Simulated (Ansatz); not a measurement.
## MgO: single-point calculation (part 1 of 2)

MgO (P6₃mc, 48 atoms in the cell), computed with DFT PBE, scalar-relativistic, plane waves, PAW, no spin polarisation (Ansatz 0.2.0).

The structure derives from a Materials Project entry.

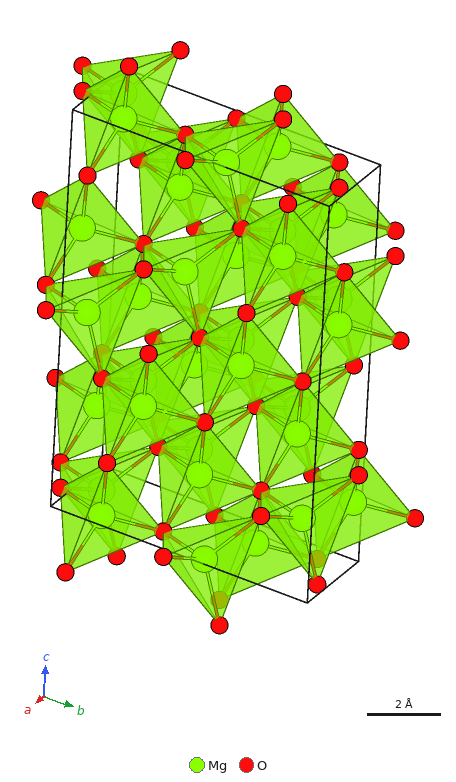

Fig. 1: The structure as given in the input (polyhedral view of the cell of the calculation, seen slightly off an axis; polyhedra are completed across the faces of the cell). An atom can appear more than once, as a periodic image.

### Input
```yaml
crystal:
  lattice:
    - [-4.96168, 2.864628, -4.982882]
    - [4.96168, -2.864628, -4.982882]
    - [-4.96168, -8.593883, 4.982881]
  atoms:
    - { symbol: Mg, position: [0.99892, 0.832254, 0.833333] }
    - { symbol: Mg, position: [0.49892, 0.332254, 0.833333] }
    - { symbol: Mg, position: [0.165586, 0.49892, 0.666667] }
    - { symbol: Mg, position: [0.665586, 0.99892, 0.666667] }
    - { symbol: Mg, position: [0.332253, 0.165587, 0.5] }
    - { symbol: Mg, position: [0.832253, 0.665587, 0.5] }
    - { symbol: Mg, position: [0.49892, 0.832254, 0.333333] }
    - { symbol: Mg, position: [0.99892, 0.332254, 0.333333] }
    - { symbol: Mg, position: [0.665586, 0.49892, 0.166667] }
    - { symbol: Mg, position: [0.165586, 0.99892, 0.166667] }
    - { symbol: Mg, position: [0.832253, 0.165587, 0.0] }
    - { symbol: Mg, position: [0.332253, 0.665587, 0.0] }
    - { symbol: Mg, position: [0.582254, 0.74892, 0.833333] }
    - { symbol: Mg, position: [0.082254, 0.24892, 0.833333] }
    - { symbol: Mg, position: [0.74892, 0.415586, 0.666667] }
    - { symbol: Mg, position: [0.24892, 0.915586, 0.666667] }
    - { symbol: Mg, position: [0.915587, 0.082253, 0.5] }
    - { symbol: Mg, position: [0.415587, 0.582253, 0.5] }
    - { symbol: Mg, position: [0.082254, 0.74892, 0.333333] }
    - { symbol: Mg, position: [0.582254, 0.24892, 0.333333] }
    - { symbol: Mg, position: [0.24892, 0.415586, 0.166667] }
    - { symbol: Mg, position: [0.74892, 0.915586, 0.166667] }
    - { symbol: Mg, position: [0.415587, 0.082253, 0.0] }
    - { symbol: Mg, position: [0.915587, 0.582253, 0.0] }
    - { symbol: O, position: [0.79878, 0.632114, 0.833333] }
    - { symbol: O, position: [0.29878, 0.132114, 0.833333] }
    - { symbol: O, position: [0.965446, 0.29878, 0.666667] }
    - { symbol: O, position: [0.465446, 0.79878, 0.666667] }
    - { symbol: O, position: [0.132113, 0.965447, 0.5] }
    - { symbol: O, position: [0.632113, 0.465447, 0.5] }
    - { symbol: O, position: [0.29878, 0.632114, 0.333333] }
    - { symbol: O, position: [0.79878, 0.132114, 0.333333] }
    - { symbol: O, position: [0.465446, 0.29878, 0.166667] }
    - { symbol: O, position: [0.965446, 0.79878, 0.166667] }
    - { symbol: O, position: [0.632113, 0.965447, 0.0] }
    - { symbol: O, position: [0.132113, 0.465447, 0.0] }
    - { symbol: O, position: [0.382114, 0.54878, 0.833333] }
    - { symbol: O, position: [0.882114, 0.04878, 0.833333] }
    - { symbol: O, position: [0.54878, 0.215446, 0.666667] }
    - { symbol: O, position: [0.04878, 0.715446, 0.666667] }
    - { symbol: O, position: [0.715447, 0.882113, 0.5] }
    - { symbol: O, position: [0.215447, 0.382113, 0.5] }
    - { symbol: O, position: [0.882114, 0.54878, 0.333333] }
    - { symbol: O, position: [0.382114, 0.04878, 0.333333] }
    - { symbol: O, position: [0.04878, 0.215446, 0.166667] }
    - { symbol: O, position: [0.54878, 0.715446, 0.166667] }
    - { symbol: O, position: [0.215447, 0.882113, 0.0] }
    - { symbol: O, position: [0.715447, 0.382113, 0.0] }
basis:
  ecutwfc: 420
  fft_grid_basis: typed
kpoints:
  mp_grid: { grid: [2, 2, 2] }
hamiltonian:
  xc: pbe
  pseudopotentials: { kind: paw }
scf:
  occupations: { method: gaussian, width: 0.05 }
output:
  forces: true
  stress: false
  eigenvalues: true
  bader: false
  write_density: true
  volumetric_format: npy
```

Run as:
```bash
ansatz run input.yaml --threads 4 --pin off --max-ram 10240MiB --backend cpu --events-out ev --progress --plain --runs-dir out
```

### What the program printed
```
Warning: the atoms were moved onto the symmetric positions of the space group found under crystal.symmetry.tolerance 1.0e-5 (fractional; no operation is sought that the atoms, as they stand in a round, miss by more than twice it, and no atom is moved by as much as it), and the run uses the moved positions. Before a round's move an operation carried an atom to 1.20e-5 Å from where it should land, the largest such distance. Atom 0 (counting from 0) moved farthest, by 5.98e-6 Å; the longest move in fractions of the cell, of whichever atom, is 0.05 of the tolerance, in 1 round. To run the atoms as typed, lower crystal.symmetry.tolerance until the operations that they miss are no longer found, or set crystal.symmetry.detect: false (a key that needs symmetry detection or time reversal refuses this as the deck is read). The positions used, in the order of the run's atom list: position: [0.9989196666666667, 0.8322536666666667, 0.8333333333333334]; position: [0.49891966666666665, 0.33225366666666667, 0.8333333333333334]; position: [0.16558633333333334, 0.49892033333333335, 0.6666666666666666]; position: [0.6655863333333334, 0.9989203333333333, 0.6666666666666666]; position: [0.332253, 0.165587, 0.5]; position: [0.832253, 0.665587, 0.5]; position: [0.49891966666666665, 0.8322536666666667, 0.3333333333333333]; position: [0.9989196666666667, 0.33225366666666667, 0.3333333333333333]; position: [0.6655863333333334, 0.49892033333333335, 0.16666666666666666]; position: [0.16558633333333334, 0.9989203333333333, 0.16666666666666666]; position: [0.832253, 0.165587, 0.0]; position: [0.332253, 0.665587, 0.0]; position: [0.5822536666666667, 0.7489196666666667, 0.8333333333333334]; position: [0.08225366666666667, 0.24891966666666665, 0.8333333333333334]; position: [0.7489203333333334, 0.41558633333333334, 0.6666666666666666]; position: [0.24892033333333335, 0.9155863333333334, 0.6666666666666666]; position: [0.915587, 0.082253, 0.5]; position: [0.415587, 0.582253, 0.5]; position: [0.08225366666666667, 0.7489196666666667, 0.3333333333333333]; position: [0.5822536666666667, 0.24891966666666665, 0.3333333333333333]; position: [0.24892033333333335, 0.41558633333333334, 0.16666666666666666]; position: [0.7489203333333334, 0.9155863333333334, 0.16666666666666666]; position: [0.415587, 0.082253, 0.0]; position: [0.915587, 0.582253, 0.0]; position: [0.7987796666666667, 0.6321136666666667, 0.8333333333333334]; position: [0.2987796666666667, 0.13211366666666668, 0.8333333333333334]; position: [0.9654463333333334, 0.2987803333333333, 0.6666666666666666]; position: [0.46544633333333335, 0.7987803333333333, 0.6666666666666666]; position: [0.132113, 0.965447, 0.5]; position: [0.632113, 0.465447, 0.5]; position: [0.2987796666666667, 0.6321136666666667, 0.3333333333333333]; position: [0.7987796666666667, 0.13211366666666668, 0.3333333333333333]; position: [0.46544633333333335, 0.2987803333333333, 0.16666666666666666]; position: [0.9654463333333334, 0.7987803333333333, 0.16666666666666666]; position: [0.632113, 0.965447, 0.0]; position: [0.132113, 0.465447, 0.0]; position: [0.3821136666666667, 0.5487796666666667, 0.8333333333333334]; position: [0.8821136666666667, 0.04877966666666669, 0.8333333333333334]; position: [0.5487803333333333, 0.21544633333333335, 0.6666666666666666]; position: [0.04878033333333335, 0.7154463333333334, 0.6666666666666666]; position: [0.715447, 0.882113, 0.5]; position: [0.215447, 0.382113, 0.5]; position: [0.8821136666666667, 0.5487796666666667, 0.3333333333333333]; position: [0.3821136666666667, 0.04877966666666669, 0.3333333333333333]; position: [0.04878033333333335, 0.21544633333333335, 0.16666666666666666]; position: [0.5487803333333333, 0.7154463333333334, 0.16666666666666666]; position: [0.215447, 0.882113, 0.0]; position: [0.715447, 0.382113, 0.0]; The lattice was moved too: crystal.lattice keeps the space group found at crystal.symmetry.tolerance 1.0e-5 only nearly: the operation that it misses by the most changes a squared length by the fraction 3.89e-7. The run uses the lattice that is a stretch of the typed one, with no rotation, onto the one that keeps every operation to a double's rounding (on a very oblique basis the stretch itself rounds by more); the deck's lattice vector that moved farthest moved by 9.96e-7 Å. To run the lattice as typed, set crystal.symmetry.tolerance under 2.01e-7, the least fraction by which an operation that the lattice misses changes a squared length (the same key also sets how far an atom may lie from its image, so lowering it can lose operations that the atoms keep only within it), or set crystal.symmetry.detect: false, as for the atoms. crystal.lattice made exact, in Å and degrees: [[-4.9616801124932, 2.8646278051560934, -4.982882000000005], [4.9616803635614914, -2.8646273702931233, -4.982881999999981], [-4.961680839616151, -8.593882805156106, 4.982881499999994]]. Pasted over the deck's crystal.lattice, beside positions in fractional coordinates, it runs the same cell (given as lengths and angles, that cell in the form's own orientation, a rigid turn of the misfit's size from the one run here, for which a checkpoint.post_process_only pass over this run's state can be refused: where this run relaxes nothing, give such a pass this deck's own crystal.lattice, as typed; behind a relaxation, as crystal.lattice, the state's own cell, identity.cell in its checkpoint.json), and a matrix so pasted ends this notice, except on a very skew basis of the lattice, where the rounding of the pasted numbers themselves can read as a misfit: the cell is then moved again, and that move is told again. The lattice as run is in this notice's lattice.as_run_ang field (Run.prep()["deck_notices"] in Python, the deck_notice line of an events file, deck_notices of ansatz run --dry-run=json, or deck_notices in record.json in the deck's checkpoint.write directory).
Engine: ansatz 0.2.0, aarch64-unknown-linux-gnu
Pseudopotentials: kind: paw
Pseudopotential: Mg, paw, valence charge 10, recommended cutoff 420 eV (normal), Mg.paw.azcp
Pseudopotential: O, paw, valence charge 6, recommended cutoff 420 eV (normal), O.paw.azcp
Functional definition: PBE
  parameter kappa = 0.804
  parameter beta = 0.06672455060314922
  exchange = pbe_x(kappa = kappa, mu = beta*pi^2/3)
  correlation = pbe_c(beta = beta)
Crystal: 48 atoms, lattice volume = 566.588 Å³
Basis set: ecut = 420 eV, 11139 PW (Γ), exchange–correlation on 108×108×150 points (8 copies of the dense FFT grid, shifted against one another)
Bands: 240, of which v1, the nominal top of the filled ones, is band 192 counted from 1 (191 counted from 0)
Symmetry: 48 space group operations
Space group: P63mc (ITA 186), of the structure as read, at distance tolerance 8.3e-5 Å
k-points: 5 of 8
Non-local potential: Mg, projectors of the file, l = 0: 3, l = 1: 2, l = 2: 1
Non-local potential: O, projectors of the file, l = 0: 2, l = 1: 2, l = 2: 1
PAW form: soft (Blöchl's): semilocal exchange-correlation on the pseudo side does not see the compensation charge
PAW one-centre angular grid: Mg, 110 points (default); XC on 64 Gauss nodes
PAW one-centre angular grid: O, 110 points (default); XC on 64 Gauss nodes
Initial density: superposition of atomic densities (neutral atoms: chi_scale 0, normalization atom), corrected by the library's trained network
Initial wavefunctions: pseudopotential atomic-orbital guess
Functional: x = pbe(κ = 0.804, μ = 0.2195149727645171), c = pbe(β = 0.06672455060314922)
SCF iter   1: F=—  HF=-59855.888220 eV  |F-HF|=—  |Δ(HF+E_count)|=         —  Δρ=9.95e-4  dr2=4.29e-3  ethr=1.77e-3  ⟨swp⟩=5.4  Hψ=4835  notcnv=0  defer=70
preconditioner: auto → Resta (q_TF=auto, 2.557 Å⁻¹)  ε∞=3.3  [insulator: Δε(μ)=3.472 eV  Ē_g=14.167 eV  σ=0.050 eV  W_gap=1.00  n_scr=168 (ndim 8)  ℏωp=21.6 eV  f_vac=0.035  D(μ)=0.00/eV (n_scr^D=0)  ε∞_Penn≈3.3]
SCF iter   2: F=—  HF=-59855.886709 eV  |F-HF|=—  |Δ(HF+E_count)|=   1.51e-3  Δρ=3.98e-4  dr2=5.34e-4  ethr=1.12e-6  ⟨swp⟩=2.2  Hψ=1868  notcnv=0  defer=158
SCF iter   3: F=—  HF=-59855.886442 eV  |F-HF|=—  |Δ(HF+E_count)|=   2.67e-4  Δρ=1.90e-4  dr2=1.79e-4  ethr=1.39e-7  ⟨swp⟩=2.4  Hψ=1619  notcnv=0  defer=78
automatic band count: iteration 3 solves 222 bands in place of 240: the levels show a gap, and the empty bands left out lie too high to hold charge; the band table lists the bands solved (type scf.n_extra_bands for more)
SCF iter   4: F=—  HF=-59855.886638 eV  |F-HF|=—  |Δ(HF+E_count)|=   1.96e-4  Δρ=3.89e-5  dr2=6.09e-6  ethr=4.65e-8  ⟨swp⟩=2.0  Hψ=1691  notcnv=0  defer=78
SCF iter   5: F=—  HF=-59855.887094 eV  |F-HF|=—  |Δ(HF+E_count)|=   4.55e-4  Δρ=1.02e-5  dr2=3.55e-7  ethr=1.59e-9  ⟨swp⟩=2.0  Hψ=1827  notcnv=0  defer=78
SCF iter   6: F=-59855.887094 eV  HF=-59855.887094 eV  |F-HF|=9.85e-9  |Δ(HF+E_count)|=   3.72e-8  Δρ=1.80e-6  dr2=1.41e-8  ethr=2.60e-11  ⟨swp⟩=9.2  Hψ=4501  notcnv=0
SCF 1 converged in 6 iterations: F = -59855.887094 eV  dr2 = 1.41e-8
  greatest PAW one-centre occupation: 1.000 electrons in one spin orbital (limit 2), on the Mg atom at site 11 (counted from 0), in its partial waves of l = 0
```

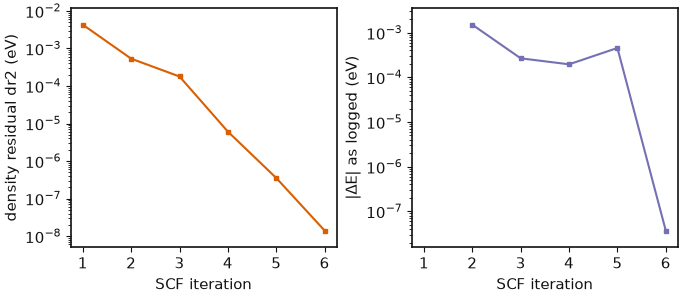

Fig. 2: Convergence of the self-consistent field: density residual dr2 and size of the energy change against the SCF iteration. The residual falls at every step.

```
SCF converged after 6 iterations
Free energy (F): -59855.887094 eV
Harris-Foulkes:  -59855.887094 eV  (|F-HF|=9.85e-9)
Internal energy: -59855.887094 eV  (E = F + TS)
E sigma→0 (E₀):  -59855.887094 eV
Fermi energy:    6.817309 eV
--- Per-component energies (eV) ---
  E_band       = -8022.782154
  E_kinetic    = 6104.504591
  E_local      = -44766.251294  (includes V_loc(G=0)·N_el)
  E_nonlocal   = 3433.176884
  E_hartree    = 15955.998282
  E_xc         = -2510.508362
  E_vxc        = -3214.816543  (∫ρ·V_xc dr)
  E_paw        = -10797.194487  (= ΣΔE_a)
  E_vpaw       = -1491.456363  (= ΣTr[D̂ρ^β])
  E_aug_tail   = 0.059368  (compensation charges beyond the density's cutoff)
  E_ewald      = -27275.672076
  E_smearing   = -0.000000  (= −TS)
  E_closure    = -0.000000  (closes the sum)
  Σ components = -59855.887094   (vs F -59855.887094, Δ=0.00e0)
--- Forces (eV/Å), atoms counted from 1 ---
  atom   1  Mg     0.00010554    -0.00006093     0.00772976
  atom   2  Mg     0.00010554    -0.00006093     0.00772976
  atom   3  Mg     0.00010554    -0.00006093     0.00772976
  atom   4  Mg     0.00010554    -0.00006093     0.00772976
  atom   5  Mg     0.00010554    -0.00006093     0.00772976
  atom   6  Mg     0.00010554    -0.00006093     0.00772976
  atom   7  Mg     0.00010554    -0.00006093     0.00772976
  atom   8  Mg     0.00010554    -0.00006093     0.00772976
  atom   9  Mg     0.00010554    -0.00006093     0.00772976
  atom  10  Mg     0.00010554    -0.00006093     0.00772976
  atom  11  Mg     0.00010554    -0.00006093     0.00772976
  atom  12  Mg     0.00010554    -0.00006093     0.00772976
  atom  13  Mg    -0.00010554     0.00006093     0.00772976
  atom  14  Mg    -0.00010554     0.00006093     0.00772976
  atom  15  Mg    -0.00010554     0.00006093     0.00772976
  atom  16  Mg    -0.00010554     0.00006093     0.00772976
  atom  17  Mg    -0.00010554     0.00006093     0.00772976
  atom  18  Mg    -0.00010554     0.00006093     0.00772976
  atom  19  Mg    -0.00010554     0.00006093     0.00772976
  atom  20  Mg    -0.00010554     0.00006093     0.00772976
  atom  21  Mg    -0.00010554     0.00006093     0.00772976
  atom  22  Mg    -0.00010554     0.00006093     0.00772976
  atom  23  Mg    -0.00010554     0.00006093     0.00772976
  atom  24  Mg    -0.00010554     0.00006093     0.00772976
  atom  25  O      0.00007051    -0.00004071    -0.00774054
  atom  26  O      0.00007051    -0.00004071    -0.00774054
  atom  27  O      0.00007051    -0.00004071    -0.00774054
  atom  28  O      0.00007051    -0.00004071    -0.00774054
  atom  29  O      0.00007051    -0.00004071    -0.00774054
  atom  30  O      0.00007051    -0.00004071    -0.00774054
  atom  31  O      0.00007051    -0.00004071    -0.00774054
  atom  32  O      0.00007051    -0.00004071    -0.00774054
  atom  33  O      0.00007051    -0.00004071    -0.00774054
  atom  34  O      0.00007051    -0.00004071    -0.00774054
  atom  35  O      0.00007051    -0.00004071    -0.00774054
  atom  36  O      0.00007051    -0.00004071    -0.00774054
  atom  37  O     -0.00007050     0.00004071    -0.00774054
  atom  38  O     -0.00007050     0.00004071    -0.00774054
  atom  39  O     -0.00007050     0.00004071    -0.00774054
  atom  40  O     -0.00007050     0.00004071    -0.00774054
  atom  41  O     -0.00007050     0.00004071    -0.00774054
  atom  42  O     -0.00007050     0.00004071    -0.00774054
  atom  43  O     -0.00007050     0.00004071    -0.00774054
  atom  44  O     -0.00007050     0.00004071    -0.00774054
  atom  45  O     -0.00007050     0.00004071    -0.00774054
  atom  46  O     -0.00007050     0.00004071    -0.00774054
  atom  47  O     -0.00007050     0.00004071    -0.00774054
  atom  48  O     -0.00007050     0.00004071    -0.00774054
  max |Σ_I F_I| component: 2.59e-4 eV/Å
--- Band table (eV; the first three rows and the last of 5) ---
```
